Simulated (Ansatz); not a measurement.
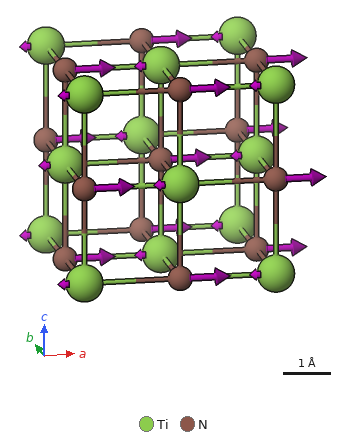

One vibrational mode of a crystal of TiN at the zone centre. The purple arrows give the relative displacements of the atoms. A ball-and-stick model of the conventional cell (4 times the calculation's cell), seen slightly off an axis. Lengths and directions refer to the drawn axes.

Computed with Ansatz, DFT PBEsol, scalar-relativistic, plane waves, PAW.

The input:
```yaml
crystal:
  lattice:
    - [0.0, 2.101966865, 2.101966865]
    - [2.101966865, 0.0, 2.101966865]
    - [2.101966865, 2.101966865, 0.0]
  atoms:
    - { symbol: Ti, position: [0.0, 0.0, 0.0] }
    - { symbol: "N", position: [0.5, 0.5, 0.5] }
basis:
  ecutwfc: 420
kpoints:
  mp_grid: { grid: [24, 24, 24] }
hamiltonian:
  xc: pbesol
scf:
  occupations: { method: gaussian, width: 0.15 }
output:
  eigenvalues: true
phonons:
  method: fd
  supercell: [1, 1, 1]
  amplitude: 0.02
  eigenvectors: true
  dielectric: false
```

Command:
```bash
ansatz run input.yaml --threads 2 --pin off --max-ram 5120MiB --backend cpu --events-out ev --progress --plain --runs-dir out
```

Question: Give the symmetry, activity and frequency of this mode.

Answer: This is the T₁u mode (triply degenerate; one member of the set is drawn) at 536 cm⁻¹, the only optical level, infrared-active by symmetry. The N sublattice moves against the Ti sublattice, along a; it stretches the shortest N–Ti bonds (2.10 Å); the kinetic energy is shared as N 77 %, Ti 23 %. The crystal is a metal, so free carriers screen the infrared response.
